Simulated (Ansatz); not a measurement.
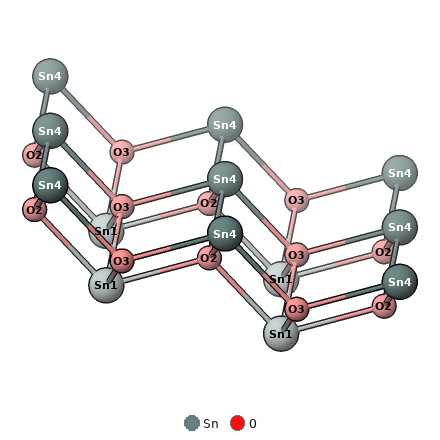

The system is H on a two-dimensional sheet of SnO (4 atoms of substrate and one adsorbate in a 1 × 1 cell); the picture shows it without the atoms that are moved over the map. 
- H is moved over the surface cell at a fixed height above a rigid substrate; the origin of the map has the adsorbate above Sn4; the height is held at 2.20 Å.
- Places are given modulo a cell vector. The map is drawn in real space over the plane of the surface.
- The scan uses an 8 × 8 grid; 15 points were computed and 49 follow by symmetry.
- Energies are in meV, from the lowest grid point.
- With one adsorbate in each 1 × 1 cell, its nearest image is 3.8 Å away, so neighbouring adsorbates interact. At a fixed height the lowest place need not be the adsorption site.
- These are results of DFT PBE+D3(BJ), scalar-relativistic, plane waves, PAW in Ansatz, not measurements. Settings: cutoff 420 eV, k-mesh 7×7×1, gaussian smearing 0.05 eV, spin-polarised.

Range: position of H5 along the first surface vector from 0.000 to 0.875; position of H5 along the second surface vector from 0.000 to 0.875.

> What landscape does the calculation give?

The lowest grid point is at (1/8, 2/8) of the cell vectors [nearest 1 Sn at 2.45 Å]. The same energy is found at (1/8, 6/8) of the cell vectors [nearest 1 Sn at 2.45 Å]; (6/8, 1/8) of the cell vectors [nearest 1 Sn at 2.45 Å]; (6/8, 7/8) of the cell vectors [nearest 1 Sn at 2.45 Å]. The highest grid point, a fourfold hollow over a third-layer Sn atom, (4/8, 4/8) of the cell vectors, lies 116 meV above the lowest. At the lowest point the adsorbate has 1 Sn at 2.45 Å as nearest neighbours, at the highest 4 Sn at 3.48 Å.

```
second ↓, first →  0/8  1/8  2/8  3/8  4/8  5/8  6/8  7/8
              7/8   27    3    0   51   86   51    0    3
              6/8    1    0   21   68   93   68   21    0
              5/8   48   51   68   95  108   95   68   51
              4/8   86   86   93  108  116  108   93   86
              3/8   48   51   68   95  108   95   68   51
              2/8    1    0   21   68   93   68   21    0
              1/8   27    3    0   51   86   51    0    3
              0/8   74   27    1   48   86   48    1   27
```

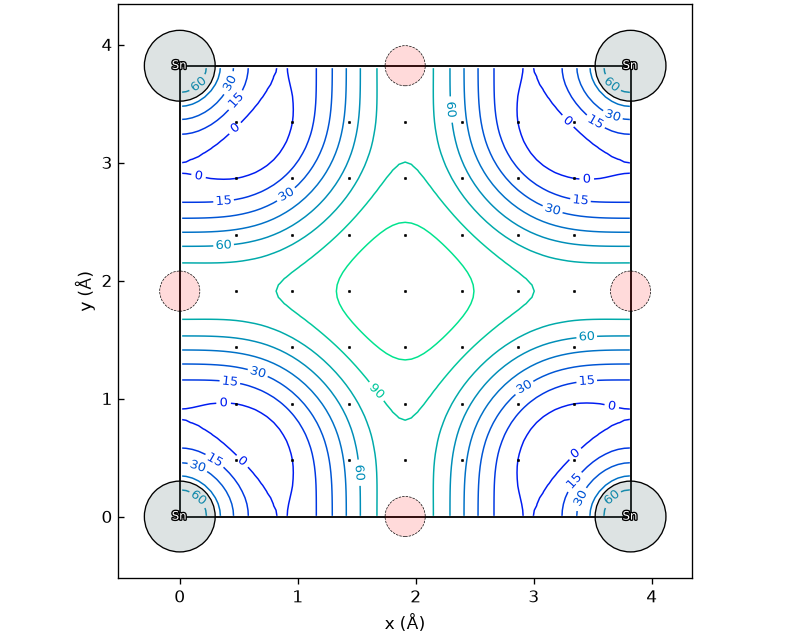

The picture shows contour lines labelled in meV, dots at the grid points, labelled circles for the atoms of the top layer and small ones for the second layer, the outline of one cell of the plane. Between grid points the surface is interpolated.

Each point was launched as `ansatz run input.yaml --threads 1 --pin off --max-ram 3072MiB --backend cpu --events-out ev --progress --plain --runs-dir out`. Time for the 15 points that were run: 11 min on 1 thread of Arm Neoverse V1, with other jobs on the host.

PAW datasets: the set soft_1.
